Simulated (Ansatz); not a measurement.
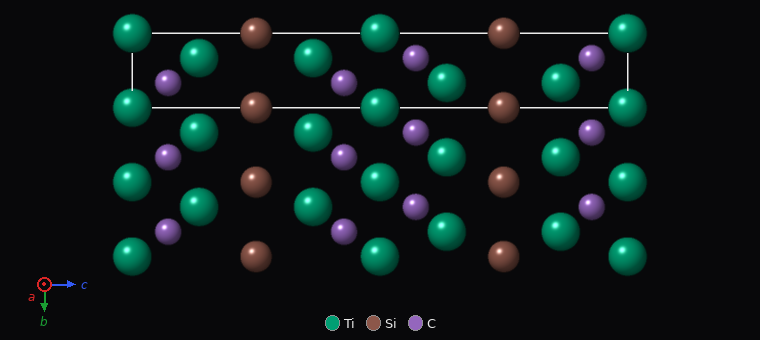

Projection along an edge of the hexagonal mesh, stacking direction c to the right. Every atom sits on one of the three columns of the mesh; call them A, B, C in the order in which they first turn up. The sequence starts with the first layer at or above the cell's origin.

Ti₃SiC₂: coordinates from a relaxation with DFT r2SCAN, scalar-relativistic, plane waves, PAW in Ansatz 0.2.0.

### Give the sequence of layers in one repeat, with element and column.

Ti(A) – C(B) – Ti(C) – Si(A) – Ti(C) – C(B) – Ti(A) – C(C) – Ti(B) – Si(A) – Ti(B) – C(C) (twelve layers in 17.69 Å).
